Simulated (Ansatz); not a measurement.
**Run report: WSe2, geometry relaxation (part 1 of 2)**

System: WSe2 (P-3m1, 12 atoms in the cell).
Method: DFT PBE, scalar-relativistic, plane waves, PAW, no spin polarisation (Ansatz 0.2.0).

The structure derives from a Materials Project entry. It belongs to a series of runs on one base structure; here: structure listed in a database for this formula (P-3m1, No. 164). Figures and captions count atoms from 1; the log counts them from 0 in places.

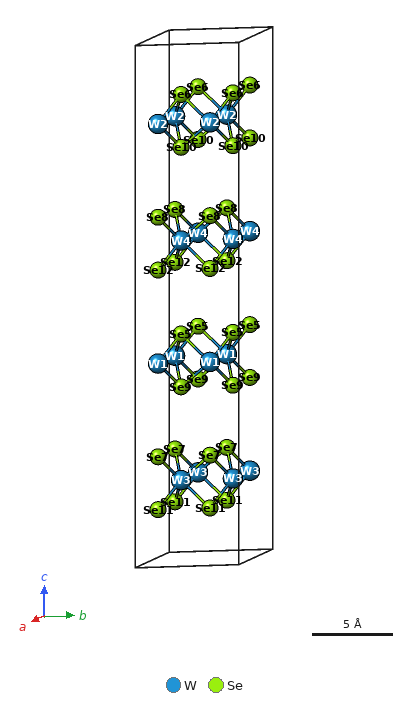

Figure 1. The starting structure (ball-and-stick view of the 2 × 2 repeat of the cell, with the vacuum cut short, seen slightly off an axis; atoms are numbered from 1 in the order of the input).

The input
```yaml
crystal:
  lattice:
    - [3.3206769879, 0.0, 0.0]
    - [-1.660338494, 2.8757906293, 0.0]
    - [0.0, 0.0, 38.7519079192]
  atoms:
    - { symbol: W, position: [0.6666666667, 0.3333333333, 0.9017414622] }
    - { symbol: W, position: [0.6666666667, 0.3333333333, 0.2944743177] }
    - { symbol: W, position: [0.3333333333, 0.6666666667, 0.7055256823] }
    - { symbol: W, position: [0.3333333333, 0.6666666667, 0.0982585378] }
    - { symbol: Se, position: [0.3333333333, 0.6666666667, 0.9450491384] }
    - { symbol: Se, position: [0.3333333333, 0.6666666667, 0.3377771987] }
    - { symbol: Se, position: [0.6666666667, 0.3333333333, 0.7488341114] }
    - { symbol: Se, position: [0.6666666667, 0.3333333333, 0.1415663455] }
    - { symbol: Se, position: [0.3333333333, 0.6666666667, 0.8584336545] }
    - { symbol: Se, position: [0.3333333333, 0.6666666667, 0.2511658886] }
    - { symbol: Se, position: [0.6666666667, 0.3333333333, 0.6622228013] }
    - { symbol: Se, position: [0.6666666667, 0.3333333333, 0.0549508616] }
basis:
  ecutwfc: 420
kpoints:
  mp_grid: { grid: [12, 12, 1] }
hamiltonian:
  xc: pbe
scf:
  occupations: { method: gaussian, width: 0.02 }
output:
  forces: true
  stress: true
  eigenvalues: true
relax:
  adjacent_minimum: "off"
  f_tol: 0.01
  max_steps: 80
  cell: { stress_tol: 0.05 }
```

Launched with:
```bash
ansatz run input.yaml --threads 1 --pin off --max-ram 2560MiB --backend cpu --events-out ev --progress --plain --runs-dir out
```

The program's output
```
Engine: ansatz 0.2.0, x86_64-unknown-linux-gnu
Pseudopotentials: kind: paw
Pseudopotential: W, paw, valence charge 14, recommended cutoff 420 eV (normal), W.paw.azcp
Pseudopotential: Se, paw, valence charge 16, recommended cutoff 420 eV (normal), Se.paw.azcp
Functional definition: PBE
  parameter kappa = 0.804
  parameter beta = 0.06672455060314922
  exchange = pbe_x(kappa = kappa, mu = beta*pi^2/3)
  correlation = pbe_c(beta = beta)
Crystal: 12 atoms, lattice volume = 370.064 Å³
Basis set: ecut = 420 eV, 7341 PW (Γ), exchange–correlation on 48×48×540 points (8 copies of the dense FFT grid, shifted against one another)
Bands: 111, of which v1, the nominal top of the filled ones, is band 92 counted from 1 (91 counted from 0)
Symmetry: 12 space group operations
Space group: P-3m1 (ITA 164), of the structure as read, at distance tolerance 7.2e-5 Å
k-points: 19 of 144
Non-local potential: W, projectors of the file, l = 0: 3, l = 1: 2, l = 2: 2, l = 3: 1
Non-local potential: Se, projectors of the file, l = 0: 2, l = 1: 2, l = 2: 3, l = 3: 1
PAW form: soft (Blöchl's): semilocal exchange-correlation on the pseudo side does not see the compensation charge
PAW one-centre angular grid: W, 590 points (default); XC on 64 Gauss nodes
PAW one-centre angular grid: Se, 590 points (default); XC on 64 Gauss nodes
Initial density: superposition of atomic densities (neutral atoms: chi_scale 0, normalization atom), corrected by the library's trained network
Initial wavefunctions: pseudopotential atomic-orbital guess
Functional: x = pbe(κ = 0.804, μ = 0.2195149727645171), c = pbe(β = 0.06672455060314922)
SCF iter   1: F=—  HF=-85298.639472 eV  |F-HF|=—  |Δ(HF+E_count)|=         —  Δρ=3.94e-3  dr2=6.75e-2  ethr=1.77e-3  ⟨swp⟩=7.7  Hψ=7746  notcnv=0  defer=16
preconditioner: auto → Resta (q_TF=auto, 2.428 Å⁻¹)  ε∞=4.6  [insulator: Δε(μ)=1.514 eV  Ē_g=8.605 eV  σ=0.020 eV  W_gap=1.00  n_scr=106 (ndim 8)  ℏωp=16.4 eV  f_vac=0.353  D(μ)=0.00/eV (n_scr^D=0)  ε∞_Penn≈4.6  vacuum switching on, ρ_ref=5.4e-3 e/Å³]
SCF iter   2: F=—  HF=-85298.646614 eV  |F-HF|=—  |Δ(HF+E_count)|=   7.14e-3  Δρ=2.25e-3  dr2=1.27e-2  ethr=3.67e-5  ⟨swp⟩=2.8  Hψ=3352  notcnv=0  defer=241
SCF iter   3: F=—  HF=-85298.652189 eV  |F-HF|=—  |Δ(HF+E_count)|=   5.58e-3  Δρ=1.16e-3  dr2=5.11e-3  ethr=6.90e-6  ⟨swp⟩=2.1  Hψ=2515  notcnv=0  defer=241
SCF iter   4: F=—  HF=-85298.654381 eV  |F-HF|=—  |Δ(HF+E_count)|=   2.19e-3  Δρ=1.76e-4  dr2=4.23e-4  ethr=2.78e-6  ⟨swp⟩=2.0  Hψ=2504  notcnv=0  defer=241
SCF iter   5: F=—  HF=-85298.654371 eV  |F-HF|=—  |Δ(HF+E_count)|=   1.00e-5  Δρ=9.82e-5  dr2=1.17e-4  ethr=2.30e-7  ⟨swp⟩=3.0  Hψ=3415  notcnv=0  defer=241
SCF iter   6: F=—  HF=-85298.654371 eV  |F-HF|=—  |Δ(HF+E_count)|=   6.39e-7  Δρ=4.39e-5  dr2=2.24e-5  ethr=6.37e-8  ⟨swp⟩=2.0  Hψ=2375  notcnv=0  defer=241
SCF iter   7: F=—  HF=-85298.654177 eV  |F-HF|=—  |Δ(HF+E_count)|=   1.94e-4  Δρ=2.05e-5  dr2=2.60e-6  ethr=1.22e-8  ⟨swp⟩=2.0  Hψ=3475  notcnv=0  defer=241
SCF iter   8: F=—  HF=-85298.654179 eV  |F-HF|=—  |Δ(HF+E_count)|=   1.70e-6  Δρ=5.36e-6  dr2=3.40e-7  ethr=1.41e-9  ⟨swp⟩=2.0  Hψ=2552  notcnv=0  defer=241
SCF iter   9: F=—  HF=-85298.654179 eV  |F-HF|=—  |Δ(HF+E_count)|=   5.89e-8  Δρ=2.95e-6  dr2=1.21e-7  ethr=5.43e-11  ⟨swp⟩=12.2  Hψ=10239  notcnv=0
iter 10 did not close the SCF: its close was put off until two iterations running show no level that it waits for move by more than its bar (scf_convergence_deferred on its scf_iter line)
SCF iter  10: F=-85298.654179 eV  HF=-85298.654179 eV  |F-HF|=3.78e-9  |Δ(HF+E_count)|=   1.48e-8  Δρ=9.44e-7  dr2=5.36e-9  ethr=5.43e-11  ⟨swp⟩=4.4  Hψ=6317  notcnv=0
SCF iter  11: F=-85298.654179 eV  HF=-85298.654179 eV  |F-HF|=1.92e-9  |Δ(HF+E_count)|=   7.29e-9  Δρ=4.28e-7  dr2=2.76e-9  ethr=2.91e-12  ⟨swp⟩=2.2  Hψ=6062  notcnv=0
SCF 1 converged in 11 iterations: F = -85298.654179 eV  dr2 = 2.76e-9
  greatest PAW one-centre occupation: 1.000 electrons in one spin orbital (limit 2), on the Se atom at site 10 (counted from 0), in its partial waves of l = 2
relax step   1: F+E_penalty+E_count = -85298.65417869 eV  Δ(F+E_penalty+E_count) = +0.000e0 eV  max|allowed force component| = 1.604e-4 eV/Å  Δτ_max = 0.0000 Å  P = -0.000 GPa  Ω = 370.064 Å³  (11 SCF iters, dr2 threshold 1.00e-7 eV, accepted)
Initial density: handed on by an earlier stage of this run
Initial wavefunctions: pseudopotential atomic-orbital guess (no wavefunctions were taken with the density)
iter 1 solved again at ethr=9.97e-8 eV; its pass at ethr=3.10e-3 eV (dr2=1.84e-4 eV) is discarded
SCF iter   1: F=—  HF=-85298.654378 eV  |F-HF|=—  |Δ(HF+E_count)|=         —  Δρ=1.24e-6  dr2=3.00e-8  ethr=9.97e-8  ⟨swp⟩=4.8  Hψ=14421  notcnv=0
eigensolver tolerance schedule: the retry pair's looser diagonalisation over-reported the residual by 6121.56 of it (diagonalisation noise at 0.25 of the residual, at the tolerance the schedule requests for it); recorded, not acted on — ethr = c·dr2/N_el stays at c = 1.0e-1
preconditioner: auto → Resta (q_TF=auto, 2.428 Å⁻¹)  ε∞=4.6  [insulator: Δε(μ)=1.510 eV  Ē_g=8.612 eV  σ=0.020 eV  W_gap=1.00  n_scr=106 (ndim 8)  ℏωp=16.4 eV  f_vac=0.355  D(μ)=0.00/eV (n_scr^D=0)  ε∞_Penn≈4.6  vacuum switching on, ρ_ref=5.4e-3 e/Å³]
SCF iter   2: F=—  HF=-85298.654179 eV  |F-HF|=—  |Δ(HF+E_count)|=   2.00e-4  Δρ=8.07e-7  dr2=1.98e-8  ethr=1.63e-11  ⟨swp⟩=4.4  Hψ=6047  notcnv=0
SCF iter   3: F=—  HF=-85298.654179 eV  |F-HF|=—  |Δ(HF+E_count)|=   1.75e-9  Δρ=4.67e-7  dr2=3.14e-9  ethr=1.07e-11  ⟨swp⟩=1.6  Hψ=2141  notcnv=0
SCF iter   4: F=—  HF=-85298.654179 eV  |F-HF|=—  |Δ(HF+E_count)|=  4.51e-10  Δρ=3.05e-7  dr2=1.28e-9  ethr=1.71e-12  ⟨swp⟩=1.9  Hψ=2308  notcnv=0
SCF iter   5: F=—  HF=-85298.654179 eV  |F-HF|=—  |Δ(HF+E_count)|=  7.28e-11  Δρ=1.09e-7  dr2=2.24e-10  ethr=1.00e-12  ⟨swp⟩=2.0  Hψ=2576  notcnv=0
SCF iter   6: F=-85298.654179 eV  HF=-85298.654179 eV  |F-HF|=1.46e-11  |Δ(HF+E_count)|=  7.28e-11  Δρ=4.39e-8  dr2=5.39e-11  ethr=1.00e-12  ⟨swp⟩=6.6  Hψ=7874  notcnv=0
SCF 2 converged in 6 iterations: F = -85298.654179 eV  dr2 = 5.39e-11
relax step   2: F+E_penalty+E_count = -85298.65417869 eV  Δ(F+E_penalty+E_count) = -2.168e-9 eV  max|allowed force component| = 1.620e-4 eV/Å  Δτ_max = 0.0000 Å  P = -0.000 GPa  Ω = 370.064 Å³  stress off target by 2.83e-3 GPa  SCF on the basis re-selected at this cell (its energy is not comparable with the rows above)  (6 SCF iters)
```

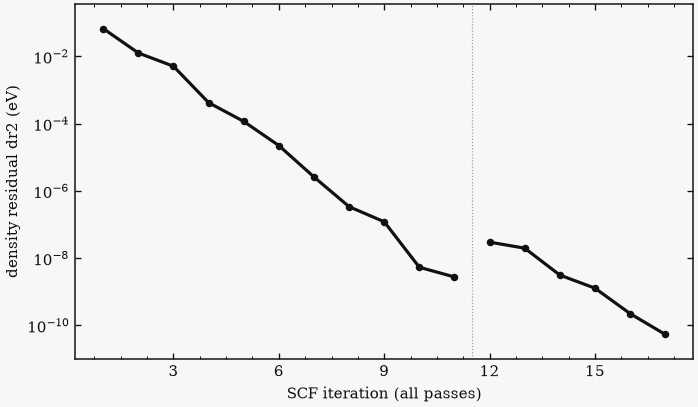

Figure 2. Convergence of the self-consistent field: density residual dr2 against the SCF iteration. The dotted lines part the SCF passes of the relaxation: geometry steps, rejected trials and re-solves on a re-selected basis. The passes take 11 and 6 iterations.

```
basis re-selected at this cell: Δ(F+E_penalty+E_count) = -2.168e-9 eV, ΔP = +0.000 GPa vs the last step (what re-selecting the basis moved, of the pressure what is left beyond the Pulay correction that the steps carried, after the strain that the cell walked since its last selection, with what the two solves' SCF thresholds leave and, on support functions, any second-order correction that the steps lacked; it is no measure of the basis error at this ecutwfc). This SCF's stress stands 2.83e-3 GPa from its target on what of the cell is left free (relax.cell.stress_tol is 5.00e-2 GPa) and its largest allowed force component is 1.62e-4 eV/Å (relax.f_tol is 1.00e-2 eV/Å): within both
SCF converged after 6 iterations
Free energy (F): -85298.654179 eV
Harris-Foulkes:  -85298.654179 eV  (|F-HF|=1.46e-11)
Internal energy: -85298.654179 eV  (E = F + TS)
E sigma→0 (E₀):  -85298.654179 eV
Fermi energy:    7.343434 eV
--- Per-component energies (eV) ---
  E_band       = -4479.104188
  E_kinetic    = 2750.370828
  E_local      = -138187.522360  (includes V_loc(G=0)·N_el)
  E_nonlocal   = -4759.465822
  E_hartree    = 68106.015148
  E_xc         = -1902.483851
  E_vxc        = -1742.143781  (∫ρ·V_xc dr)
  E_paw        = -49542.402435  (= ΣΔE_a)
  E_vpaw       = 1247.631858  (= ΣTr[D̂ρ^β])
  E_aug_tail   = -0.004977  (compensation charges beyond the density's cutoff)
  E_ewald      = 38236.839293
  E_smearing   = -0.000000  (= −TS)
  E_closure    = -0.000000  (closes the sum)
  Σ components = -85298.654179   (vs F -85298.654179, Δ=0.00e0)
--- Forces (eV/Å), atoms counted from 1 ---
  atom   1  W      0.00000000    -0.00000000     0.00001506
  atom   2  W      0.00000000    -0.00000000     0.00016204
  atom   3  W      0.00000000     0.00000000    -0.00016204
  atom   4  W      0.00000000     0.00000000    -0.00001506
  atom   5  Se     0.00000000     0.00000000     0.00012953
  atom   6  Se    -0.00000000     0.00000000     0.00013593
  atom   7  Se     0.00000000    -0.00000000    -0.00001907
  atom   8  Se    -0.00000000    -0.00000000     0.00000081
  atom   9  Se     0.00000000     0.00000000    -0.00000081
  atom  10  Se     0.00000000     0.00000000     0.00001907
  atom  11  Se     0.00000000    -0.00000000    -0.00013593
  atom  12  Se     0.00000000    -0.00000000    -0.00012953
  max |Σ_I F_I| component: 1.16e-17 eV/Å
--- Stress (GPa, compression-positive) ---
       -0.001696       0.000000       0.000000
       -0.000000      -0.001696      -0.000000
        0.000000      -0.000000       0.002830
  P = ⅓ Tr σ = -0.0002 GPa (-0.002 kbar)
--- Band table (eV; the first three rows and the last of 19) ---
```
